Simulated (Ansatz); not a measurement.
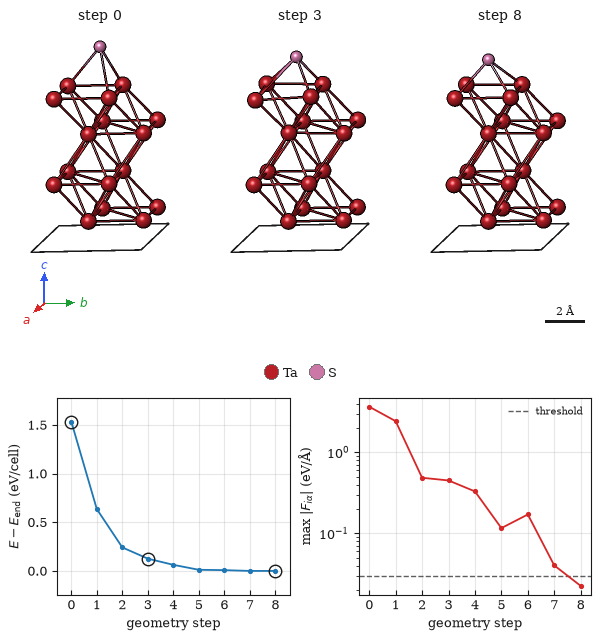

Frames of a constrained relaxation of a slab of composition Ta16S (cut from the Im-3m phase), marked on the history of the run. Style: ball-and-stick. Shown: the cell of the calculation, outlined in the plane, without the vacuum (origin shifted), slightly off an axis.

Case: S put at a hollow Ta-Ta-Ta site. The slab is the (1 1 0) face of Ta with S on it. 8 atoms are held fixed.

Level of theory: DFT PBE+D3(BJ), scalar-relativistic, plane waves, PAW (Ansatz 0.2.0). Set-up: plane-wave cutoff 420 eV; k-point mesh 6 × 6 × 1; occupations gaussian; smearing width 0.1 eV; no spin polarisation; dipole correction; atoms relaxed in a fixed cell; force threshold 0.03 eV/Å; at most 70 steps.

Describe the path.

After 8 geometry steps the energy has fallen by 1.534 eV per cell of the calculation. The largest force component goes from 3.7 to 0.022 eV/Å. The S atom moves most: 0.96 Å at 54° to the normal (−c side). Largest moves by element: S 0.96 Å, Ta 0.13 Å. The cell stays as it was. Near-neighbour distances that change, for instance: S–Ta 3.846 → 2.818 Å, S–Ta 2.915 → 2.431 Å, Ta–Ta 3.285 → 3.032 Å, Ta–Ta 3.285 → 3.538 Å. Bond angles that change, for instance: Ta–S–Ta 68.6° → 93.4°, Ta–S–Ta 60.1° → 65.8°. Cost: 26 min on 2 threads of Arm Neoverse N1 (shared host), peak memory 1.9 GiB. From step 0 to 3: the S atom moves most (0.56 Å), energy −1.408 eV per cell of the calculation. From step 3 to 8: the S atom moves most (0.54 Å), energy −0.126 eV per cell of the calculation.

| step | E − E(0), meV/atom | largest force component, eV/Å |
| --- | --- | --- |
| 0 | 0.00 | 3.6516 |
| 1 | -52.87 | 2.4218 |
| 2 | -76.03 | 0.4852 |
| 3 | -82.82 | 0.4494 |
| 4 | -86.55 | 0.3293 |
| 5 | -89.55 | 0.1161 |
| 6 | -89.77 | 0.1709 |
| 7 | -90.24 | 0.0402 |
| 8 | -90.25 | 0.0225 |

Limits of the set-up: the periodic images lie only 5.7 Å apart, so the values are limited by the cell's size.
